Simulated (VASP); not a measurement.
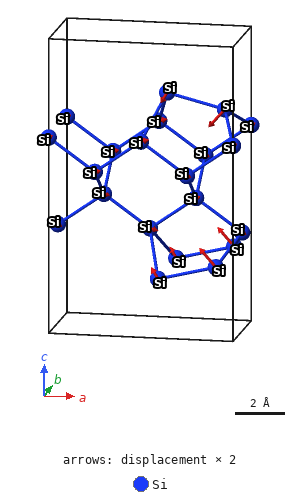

This is a relaxation of a slab of composition Si. The starting structure is drawn; red arrows show the displacements, 2 times their true length.

A ball-and-stick model of the cell of the calculation, seen slightly off an axis.

The run lets the atoms move in a fixed cell.

Theory: Kohn-Sham DFT of a periodic cell, PBE, VASP PAW PBE potentials, recommended (VASP).

The input:
```
SYSTEM = Si
ALGO     = Normal         ! electronic algorithm
DIPOL    = 0.5 0.5 0.500
EDIFF    = 1E-6           ! SCF threshold, eV
EDIFFG   = -0.01          ! ionic threshold
ENCUT    = 520            ! plane-wave cutoff, eV
GGA      = PE             ! functional
IBRION   = 2              ! ionic algorithm
IDIPOL   = 3            
ISIF     = 2              ! what is computed and relaxed
ISMEAR   = 0              ! smearing method
KPAR     = 4            
LASPH    = .TRUE.         ! aspherical terms in the spheres
LCHARG   = .FALSE.        ! write CHGCAR
LDIPOL   = .TRUE.       
LREAL    = .FALSE.        ! projectors in reciprocal space
LWAVE    = .FALSE.        ! write WAVECAR
NELM     = 120            ! most SCF steps
NSW      = 90             ! ionic steps
PREC     = Accurate       ! precision mode
SIGMA    = 0.03           ! smearing width, eV
```

Launched with:
```bash
cat potpaw_PBE.64/Si/POTCAR > POTCAR
mpirun -np 4 vasp_std > vasp.out
```

Q: What did the optimiser do to the structure, and how much energy did it gain?

A: The largest moves, 0.53 Å, are those of Si atoms. The lattice vectors keep their values. Near-neighbour distances that change, for instance: Si–Si 3.337 → 2.934 Å, Si–Si 2.653 → 2.408 Å, Si–Si 2.500 → 2.344 Å, Si–Si 2.368 → 2.415 Å. Among the angles between lasting bonds that change: Si–Si–Si 90.7° → 76.2°, Si–Si–Si 93.6° → 106.8°, Si–Si–Si 114.3° → 123.8°. The energy falls by 1.255 eV per cell of the calculation in 30 geometry steps. Largest force component: 1.1 eV/Å at the start, 0.0095 eV/Å at the end.
